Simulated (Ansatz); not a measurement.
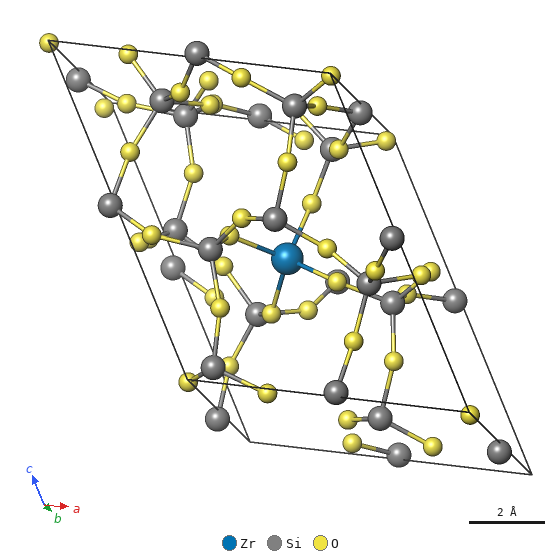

Ball-and-stick representation of a periodic structure, projected from a general direction. The frame is the supercell; atoms at its boundary are shown with their periodic copies. The host is SiO$_{2}$, in a cell of 48 sites, and the cell is neutral.

> Where does the cell differ from the host, and how?

Zirconium on a silicon site (a substitutional impurity). It is bonded to four O in a tetrahedral arrangement at about 1.9 Å.

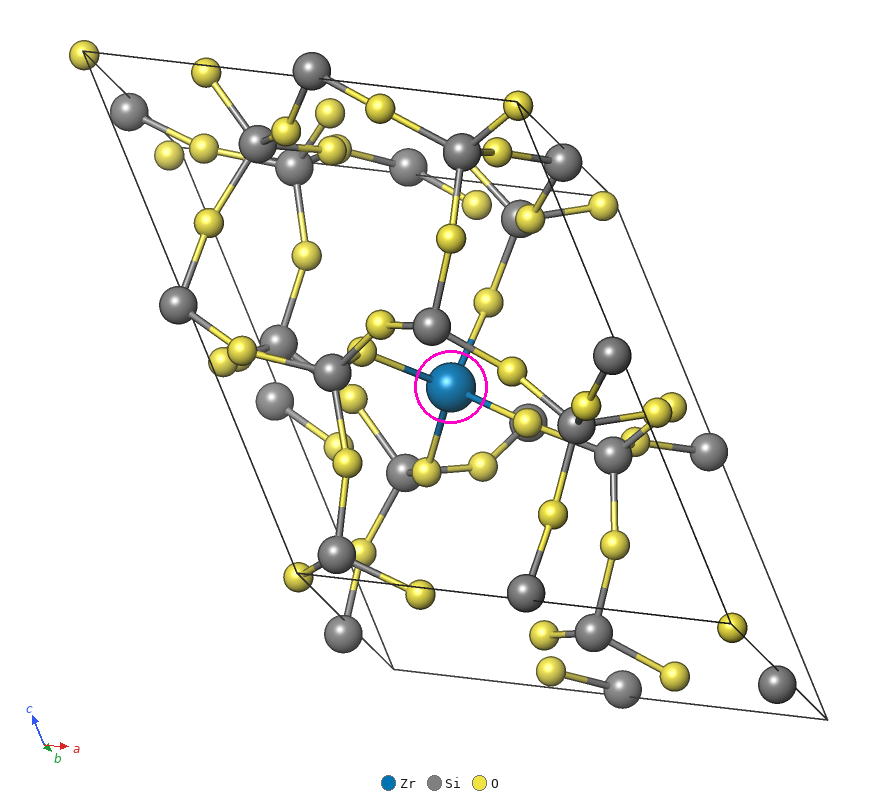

The same cell with a ring at the defect's site.

The atoms were relaxed in the host's cell with DFT PBE, scalar-relativistic, plane waves, PAW (Ansatz 0.2.0).
